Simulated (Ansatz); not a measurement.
Si₆W (slab)

The calculation's input:

```
crystal:
  lattice:
    - [3.8417168269, 0.0, 0.0]
    - [0.0, 3.8417168269, 0.0]
    - [0.0, 0.0, 25.7912600493]
  atoms:
    - { symbol: Si, position: [0.0, 0.5, 0.3295690084] }
    - { symbol: Si, position: [0.0, 0.0, 0.3822322752] }
    - { symbol: Si, position: [0.5, 0.0, 0.4348955421] }
    - { symbol: Si, position: [0.5, 0.5, 0.4872505138] }
    - { symbol: Si, position: [0.0, 0.5, 0.5400001627] }
    - { symbol: Si, position: [0.0, 0.0, 0.5916358922] }
    - { symbol: W, position: [0.0, 0.0, 0.6978734313], spin: 4.0 }
basis:
  ecutwfc: 420
kpoints:
  mp_grid: { grid: [8, 8, 1] }
hamiltonian:
  xc: pbesol
scf:
  occupations: { method: gaussian, width: 0.05 }
output:
  forces: true
  eigenvalues: true
  populations: true
  write_density: true
  write_potential: true
  elf: true
  volumetric_format: npy
magnetization:
  spin_polarized: true
relax:
  adjacent_minimum: "off"
  f_tol: 0.03
  max_steps: 70
  constraints: [{ sites: [0, 1, 2] }]
efield:
  axis: 3
  dipole_correction: true
  ramp_width: 0.04
```

Run with:

```sh
ansatz run input.yaml --threads 1 --pin off --max-ram 2560MiB --backend cpu --events-out ev --progress --plain --runs-dir out
```

The fields are those of the relaxed geometry.

Spin-polarised.

Computed with DFT PBEsol, scalar-relativistic, plane waves, PAW in Ansatz 0.2.0.

Core electrons are frozen (PAW), and the valence fields are smoothed inside the atomic spheres.

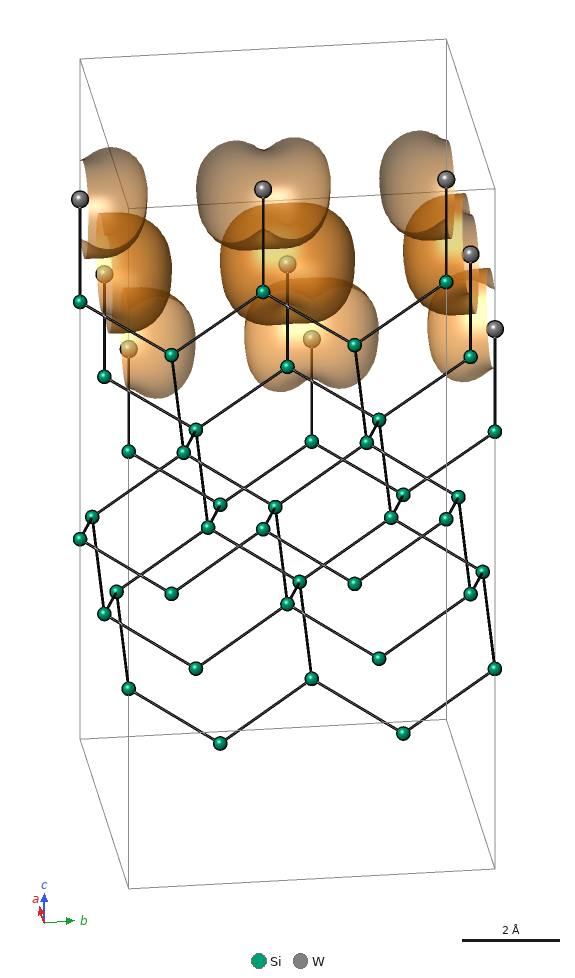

Figure 1. Isosurface of the magnetisation density (up minus down) at +0.08 e/Å³ (orange), seen at an oblique angle. Sticks mark near contacts.

Q: Describe the spin distribution.

A: The spin density sits on W: +1.7 μB in one cell of 7 atoms: with much of the spin spread outside that site. The cell of the calculation (7 atoms) carries 3.4 μB of net spin moment.

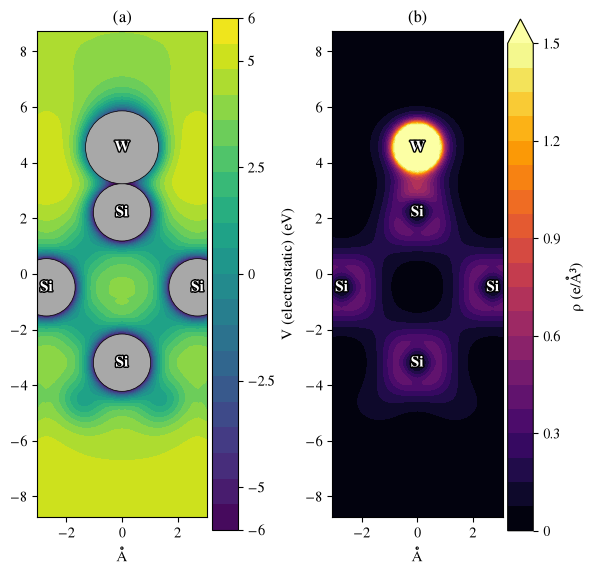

Figure 2. (a) electrostatic potential (local pseudopotential plus Hartree) felt by an electron; (b) valence charge density (pseudo) on the (110) plane of the calculation cell, a cut from vacuum to vacuum. Grey discs cover the atomic cores in the potential map.

Q: Describe what can be read from this map.

A:
- The plane passes through Si and W nuclei.
- Si–W (2.34 Å): the density is about 0.74 e/Å³ at the midpoint.
- The density dies away to nearly zero in the vacuum.

Q: Metal or insulator at this level of theory?

A: It is metallic or semimetallic at this level of theory: no gap opens.
